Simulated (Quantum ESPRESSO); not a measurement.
Be2H: fields calculation

System: Be2H (I4₁/amd, 6 atoms in the cell).
Method: Kohn-Sham DFT of a periodic cell, LDA, PseudoDojo 0.4.1 SR LDA standard, no spin polarisation (Quantum ESPRESSO 7.5).

The structure was built on a prototype by a generator; it need not be a known phase.

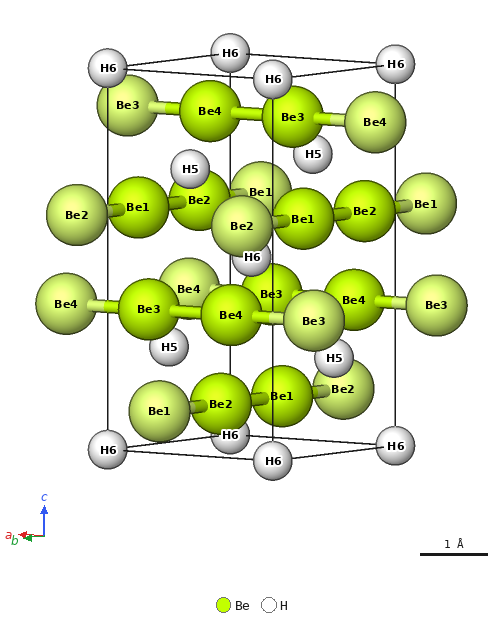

The structure as given in the input (ball-and-stick view of the cell 2 times as large as that of the calculation, set on its symmetry axes, seen at an oblique angle; neighbours outside the cell are drawn fainter; atoms are numbered from 1 in the order of the input). An atom can appear more than once, as a periodic image.

### Input
```
&CONTROL
  calculation = 'scf'
  prefix = 'pwscf'
  outdir = './tmp'
  pseudo_dir = './pseudo'
  tprnfor = .true.
  tstress = .true.
  disk_io = 'low'
/
&SYSTEM
  ibrav = 0
  nat = 6
  ntyp = 2
  ecutwfc = 88
  nbnd = 15
  occupations = 'smearing'
  smearing = 'gaussian'
  degauss = 0.01469973
/
&ELECTRONS
  conv_thr = 1.2d-09
  electron_maxstep = 120
  mixing_beta = 0.5
/
ATOMIC_SPECIES
Be     9.0122 Be.upf
H      1.0080 H.upf
CELL_PARAMETERS angstrom
  -1.5471158900    1.5471158900    2.8827459400
   1.5471158900   -1.5471158900    2.8827459400
   1.5471158900    1.5471158900   -2.8827459400
ATOMIC_POSITIONS crystal
Be     0.3750000000    0.6250000000    0.7500000000
Be     0.8750000000    0.6250000000    0.2500000000
Be     0.3750000000    0.1250000000    0.7500000000
Be     0.3750000000    0.6250000000    0.2500000000
H      0.7500000000    0.2500000000    0.5000000000
H      0.0000000000    0.0000000000    0.0000000000
K_POINTS automatic
12 12 12 0 0 0
```

### File pp_density.in
```
&INPUTPP
  prefix = 'pwscf'
  outdir = './tmp'
  filplot = 'density.dat'
  plot_num = 0
/
&PLOT
  nfile = 1
  filepp(1) = 'density.dat'
  iflag = 3
  output_format = 6
  fileout = 'density.cube'
/
```

### File pp_potential.in
```
&INPUTPP
  prefix = 'pwscf'
  outdir = './tmp'
  filplot = 'potential.dat'
  plot_num = 11
/
&PLOT
  nfile = 1
  filepp(1) = 'potential.dat'
  iflag = 3
  output_format = 6
  fileout = 'potential.cube'
/
```

### File pp_elf.in
```
&INPUTPP
  prefix = 'pwscf'
  outdir = './tmp'
  filplot = 'elf.dat'
  plot_num = 8
/
&PLOT
  nfile = 1
  filepp(1) = 'elf.dat'
  iflag = 3
  output_format = 6
  fileout = 'elf.cube'
/
```

### File pp_potential_ks.in
```
&INPUTPP
  prefix = 'pwscf'
  outdir = './tmp'
  filplot = 'potential_ks.dat'
  plot_num = 1
/
&PLOT
  nfile = 1
  filepp(1) = 'potential_ks.dat'
  iflag = 3
  output_format = 6
  fileout = 'potential_ks.cube'
/
```

Machine: 1 thread of Intel Xeon (Sapphire Rapids), 16 GiB of memory available, shared host.

Launch command:
```bash
OMP_NUM_THREADS=1 pw.x -in pw.in > pw.out
OMP_NUM_THREADS=1 pp.x -in pp_density.in > pp_density.out
OMP_NUM_THREADS=1 pp.x -in pp_potential.in > pp_potential.out
OMP_NUM_THREADS=1 pp.x -in pp_elf.in > pp_elf.out
OMP_NUM_THREADS=1 pp.x -in pp_potential_ks.in > pp_potential_ks.out
```

### What the program printed
```
This program is part of the open-source Quantum ESPRESSO suite
     for quantum simulation of materials; please cite
         "P. Giannozzi et al., J. Phys.:Condens. Matter 21 395502 (2009);
         "P. Giannozzi et al., J. Phys.:Condens. Matter 29 465901 (2017);
         "P. Giannozzi et al., J. Chem. Phys. 152 154105 (2020);
          URL
     in publications or presentations arising from this work. More details at

     Message from routine setup:
     using ibrav=0 with symmetry is DISCOURAGED, use correct ibrav instead

     G-vector sticks info
     --------------------
     sticks:   dense  smooth     PW     G-vecs:    dense   smooth      PW
     Sum        1269    1269    425                20729    20729    4179

     Using Slab Decomposition

     bravais-lattice index     =            0
     lattice parameter (alat)  =       6.8390  a.u.
     unit-cell volume          =     186.2553 (a.u.)^3
     number of atoms/cell      =            6
     number of atomic types    =            2
     number of electrons       =        18.00
     number of Kohn-Sham states=           15
     kinetic-energy cutoff     =      88.0000  Ry
     charge density cutoff     =     352.0000  Ry
     scf convergence threshold =      1.2E-09
     mixing beta               =       0.5000
     number of iterations used =            8  plain     mixing
     Exchange-correlation= SLA  PW   NOGX NOGC
                           (   1   4   0   0   0   0   0)

     celldm(1)=   6.838971  celldm(2)=   0.000000  celldm(3)=   0.000000
     celldm(4)=   0.000000  celldm(5)=   0.000000  celldm(6)=   0.000000

     crystal axes: (cart. coord. in units of alat)
               a(1) = (  -0.427495   0.427495   0.796553 )
               a(2) = (   0.427495  -0.427495   0.796553 )
               a(3) = (   0.427495   0.427495  -0.796553 )

     reciprocal axes: (cart. coord. in units 2 pi/alat)
               b(1) = (  0.000000  1.169604  0.627705 )
               b(2) = (  1.169604  0.000000  0.627705 )
               b(3) = (  1.169604  1.169604  0.000000 )

     PseudoPot. # 1 for Be read from file:
     Be.upf
     Pseudo is Norm-conserving, Zval =  4.0
     Generated using ONCVPSP code by D. R. Hamann
     Using radial grid of 1358 points,  4 beta functions with:
                l(1) =   0
                l(2) =   0
                l(3) =   1
                l(4) =   1

     PseudoPot. # 2 for H  read from file:
     H.upf
     Pseudo is Norm-conserving, Zval =  1.0
     Generated using ONCVPSP code by D. R. Hamann
     Using radial grid of 1180 points,  3 beta functions with:
                l(1) =   0
                l(2) =   0
                l(3) =   1

     atomic species   valence    mass     pseudopotential
     Be                4.00     9.01220     Be( 1.00)
     H                 1.00     1.00800     H ( 1.00)

     16 Sym. Ops., with inversion, found ( 8 have fractional translation)

   Cartesian axes

     site n.     atom                  positions (alat units)
         1        Be     tau(   1) = (   0.4274949   0.2137475   0.1991382  )
         2        Be     tau(   2) = (   0.0000000   0.2137475   0.9956908  )
         3        Be     tau(   3) = (   0.2137475   0.4274949  -0.1991382  )
         4        Be     tau(   4) = (   0.2137475   0.0000000   0.5974145  )
         5        H      tau(   5) = (   0.0000000   0.4274949   0.3982763  )
         6        H      tau(   6) = (   0.0000000   0.0000000   0.0000000  )

     number of k points=   163  Gaussian smearing, width (Ry)=  0.0147

     Number of k-points >= 100: set verbosity='high' to print them.

     Dense  grid:    20729 G-vectors     FFT dimensions: (  48,  48,  48)

     Initial potential from superposition of free atoms

     starting charge      17.9993, renormalised to      18.0000
     Starting wfcs are   10 randomized atomic wfcs +    5 random wfcs

     Self-consistent Calculation

     iteration #  1     ecut=    88.00 Ry     beta= 0.50
     Davidson diagonalization with overlap
     ethr =  1.00E-02,  avg # of iterations =  6.5

     total energy              =    -112.09080418 Ry
     estimated scf accuracy    <       0.35396306 Ry

     iteration #  2     ecut=    88.00 Ry     beta= 0.50
     Davidson diagonalization with overlap
     ethr =  1.97E-03,  avg # of iterations =  2.0

     total energy              =    -112.12982743 Ry
     estimated scf accuracy    <       0.01705776 Ry

     iteration #  3     ecut=    88.00 Ry     beta= 0.50
     Davidson diagonalization with overlap
     ethr =  9.48E-05,  avg # of iterations =  2.9

     total energy              =    -112.13053811 Ry
     estimated scf accuracy    <       0.00163165 Ry

     iteration #  4     ecut=    88.00 Ry     beta= 0.50
     Davidson diagonalization with overlap
     ethr =  9.06E-06,  avg # of iterations =  2.6

     total energy              =    -112.13063614 Ry
     estimated scf accuracy    <       0.00000877 Ry

     iteration #  5     ecut=    88.00 Ry     beta= 0.50
     Davidson diagonalization with overlap
     ethr =  4.87E-08,  avg # of iterations =  2.5

     total energy              =    -112.13063875 Ry
     estimated scf accuracy    <       0.00000115 Ry

     iteration #  6     ecut=    88.00 Ry     beta= 0.50
     Davidson diagonalization with overlap
     ethr =  6.38E-09,  avg # of iterations =  2.0

     total energy              =    -112.13063897 Ry
     estimated scf accuracy    <          9.1E-09 Ry

     iteration #  7     ecut=    88.00 Ry     beta= 0.50
     Davidson diagonalization with overlap
     ethr =  5.05E-11,  avg # of iterations =  1.9

     End of self-consistent calculation

     Number of k-points >= 100: set verbosity='high' to print the bands.

     the Fermi energy is    10.3558 ev

!    total energy              =    -112.13063897 Ry
     estimated scf accuracy    <          2.4E-10 Ry
     smearing contrib. (-TS)   =      -0.00221123 Ry
     internal energy E=F+TS    =    -112.12842773 Ry

     The total energy is F=E-TS. E is the sum of the following terms:
     one-electron contribution =     -58.45673961 Ry
     hartree contribution      =      19.14765837 Ry
     xc contribution           =     -20.96998458 Ry
     ewald contribution        =     -51.84936191 Ry

     convergence has been achieved in   7 iterations

     Forces acting on atoms (cartesian axes, Ry/au):

     atom    1 type  1   force =     0.00000000    0.00000000    0.00000000
     atom    2 type  1   force =     0.00000000    0.00000000    0.00000000
     atom    3 type  1   force =     0.00000000    0.00000000    0.00000000
     atom    4 type  1   force =     0.00000000    0.00000000    0.00000000
     atom    5 type  2   force =     0.00000000    0.00000000    0.00000000
     atom    6 type  2   force =     0.00000000    0.00000000    0.00000000

     Total force =     0.000000     Total SCF correction =     0.000000

     Computing stress (Cartesian axis) and pressure

          total   stress  (Ry/bohr**3)                   (kbar)     P=     1214.00
   0.00908881  -0.00000000   0.00000000         1337.01       -0.00        0.00
  -0.00000000   0.00908881   0.00000000           -0.00     1337.01        0.00
  -0.00000000  -0.00000000   0.00658023           -0.00       -0.00      967.99

=------------------------------------------------------------------------------=
   JOB DONE.
=------------------------------------------------------------------------------=
```

### File pp_potential.out
```
This program is part of the open-source Quantum ESPRESSO suite
     for quantum simulation of materials; please cite
         "P. Giannozzi et al., J. Phys.:Condens. Matter 21 395502 (2009);
         "P. Giannozzi et al., J. Phys.:Condens. Matter 29 465901 (2017);
         "P. Giannozzi et al., J. Chem. Phys. 152 154105 (2020);
          URL
     in publications or presentations arising from this work. More details at

     ./tmp/pwscf.save/

     IMPORTANT: XC functional enforced from input :
     Exchange-correlation= PW
                           (   1   4   0   0   0   0   0)
     Any further DFT definition will be discarded
     Please, verify this is what you really want

     G-vector sticks info
     --------------------
     sticks:   dense  smooth     PW     G-vecs:    dense   smooth      PW
     Sum        1269    1269    425                20729    20729    4179

     Using Slab Decomposition

     Calling punch_plot, plot_num =  11
     Writing data to file  potential.dat
     Reading data from file  potential.dat

     Writing data to be plotted to file potential.cube
     Plot Type: 3D                     Output format: Gaussian cube

=------------------------------------------------------------------------------=
   JOB DONE.
=------------------------------------------------------------------------------=
```

### File pp_elf.out
```
This program is part of the open-source Quantum ESPRESSO suite
     for quantum simulation of materials; please cite
         "P. Giannozzi et al., J. Phys.:Condens. Matter 21 395502 (2009);
         "P. Giannozzi et al., J. Phys.:Condens. Matter 29 465901 (2017);
         "P. Giannozzi et al., J. Chem. Phys. 152 154105 (2020);
          URL
     in publications or presentations arising from this work. More details at

     ./tmp/pwscf.save/

     IMPORTANT: XC functional enforced from input :
     Exchange-correlation= PW
                           (   1   4   0   0   0   0   0)
     Any further DFT definition will be discarded
     Please, verify this is what you really want

     G-vector sticks info
     --------------------
     sticks:   dense  smooth     PW     G-vecs:    dense   smooth      PW
     Sum        1269    1269    425                20729    20729    4179

     Using Slab Decomposition

     Calling punch_plot, plot_num =   8
     Message from routine do_elf_kin:
     elf/kin + US not fully implemented
     Writing data to file  elf.dat
     Reading data from file  elf.dat

     Writing data to be plotted to file elf.cube
     Plot Type: 3D                     Output format: Gaussian cube

=------------------------------------------------------------------------------=
   JOB DONE.
=------------------------------------------------------------------------------=
```

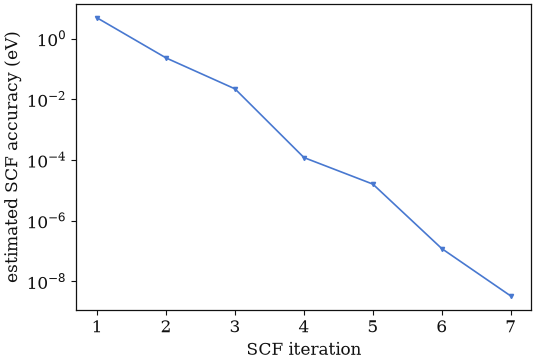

Convergence of the self-consistent field: estimated SCF accuracy against the iteration. The field takes 7 iterations in all.

### Summary

| quantity | value |
| --- | --- |
| outcome | converged |
| space group (tolerance 0.01 Å) | I4₁/amd (141) |
| electrons treated | 18 |
| free energy | −1525.6151 eV |
| Fermi energy | 10.356 eV |
| gap on the k-point mesh | none (metallic) |
| pressure | 121.40 GPa |
| largest force (length of the vector) | under 0.001 eV/Å |
| wall time | 87 s |
| peak memory | 0.14 GiB |

### Notes

The cell is under a pressure of 121 GPa at this level, so it is not at its equilibrium volume.
